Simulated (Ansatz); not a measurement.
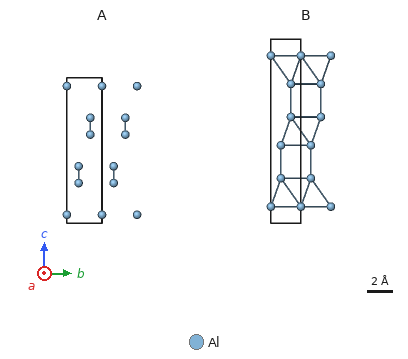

Two geometries of solid Al (built on the O_166 type) (coarse preliminary run), drawn at one scale. One is the start of a relaxation, the other its converged end. A ball-and-stick model of the conventional cell (3 times the calculation's cell), repeated 1 × 2 × 1 with one cell outlined, seen along the a axis. Lengths and directions refer to the drawn axes.

Method: Ansatz, DFT PBE, scalar-relativistic, plane waves, PAW. Settings: plane-wave cutoff 420 eV; k-point mesh 6 × 6 × 6; occupations gaussian; smearing width 0.1 eV; no spin polarisation; cell and atoms relaxed; force threshold 0.04 eV/Å; at most 70 steps.

Question: Which of the two is the end point?

Answer: Structure B is the relaxed one. Case: O type (R-3m, No. 166). Over 10 accepted moves (12 points after the start) the energy falls by 16.976 eV per cell of the calculation. The largest force component goes from 45 to 0.008 eV/Å. The pressure goes from 76.97 to 0.04 GPa. At 2 points the geometry stayed and the basis and grid were re-selected for the new cell (energy shift of 18.2 meV per cell of the calculation at most each time). The largest moves relative to the cell, 0.48 Å, are those of Al atoms. The volume changes by −7.4 %, with a = b 3.330 → 2.849 Å (−14.4 %), c 11.960 → 15.128 Å (+26.5 %). Some distances before and after: Al–Al 1.380 → 2.711 Å, Al–Al 3.330 → 2.849 Å, Al–Al 3.239 → 2.853 Å. The space group stays R-3m (No. 166).
